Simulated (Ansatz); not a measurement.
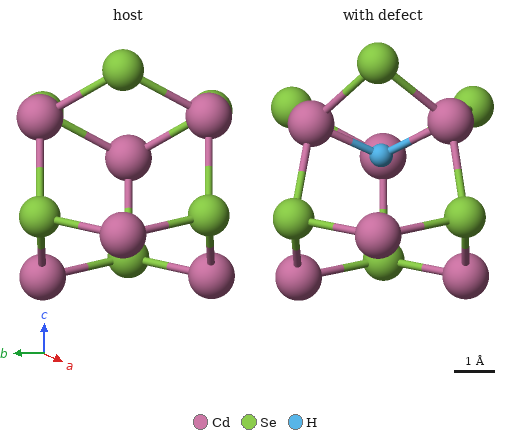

Left: perfect CdSe. Right: the same region with one point defect, after relaxing the atoms in a supercell of 96 sites. The picture is a ball-and-stick view of the atoms within 3.8 Å of one point, seen from a free direction.

Level of theory: DFT, PBEsol, PAW, plane waves (Ansatz 0.2.0). Settings: plane-wave cutoff 420 eV; k-point mesh 1 × 1 × 1; mesh shifted by (0.25, 0.25, 0.25); no spin polarisation. Fermi-Dirac smearing of 0.01 eV. A uniform background neutralises the charged cell. The axes drawn are those of the host's conventional cell.

> Which defect is it?

An extra hydrogen atom is put between the host's atoms (an interstitial).

The charge state of the cell is −1.

> What does the relaxation do around it?

The H atom starts with 6 Se at 2.81 to 3.32 Å, 6 Cd at 2.81 to 3.31 Å around its place and ends with 3 Cd at 2.08 to 2.17 Å. Of the host's atoms, a cadmium atom moves furthest from its site, by 0.48 Å. The H atom itself moves 0.68 Å from where it was put.

Limits of the set-up: the cell is charged, on a uniform background, and energies carry no finite-size correction.
